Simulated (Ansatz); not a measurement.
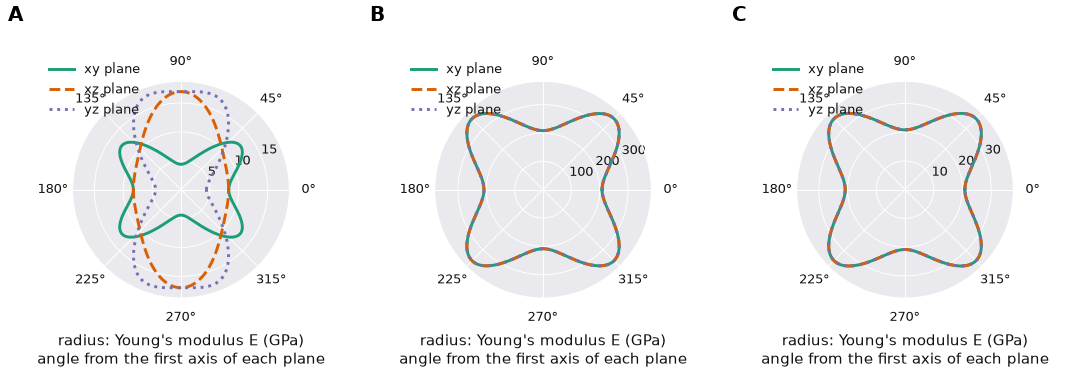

Each panel shows the Young's modulus as a function of direction in the xy, xz and yz planes for one of these solids: Br, Cmce (No. 64), 34.0 Å³/atom; GaN, Fm-3m (No. 225), 9.7 Å³/atom; MgTe, F-43m (No. 216), 33.8 Å³/atom.

How it was computed, with Ansatz 0.2.0: plane-wave DFT, no spin polarisation; elastic constants in Voigt order on the axes of the given cell. Level: PBE.

> Match the panels to the solids.

A is Br (E along x, y, z: 8.24, 4.39, 17 GPa); B is GaN (E along x, y, z: 208, 208, 208 GPa); C is MgTe (E along x, y, z: 20.8, 20.8, 20.8 GPa).
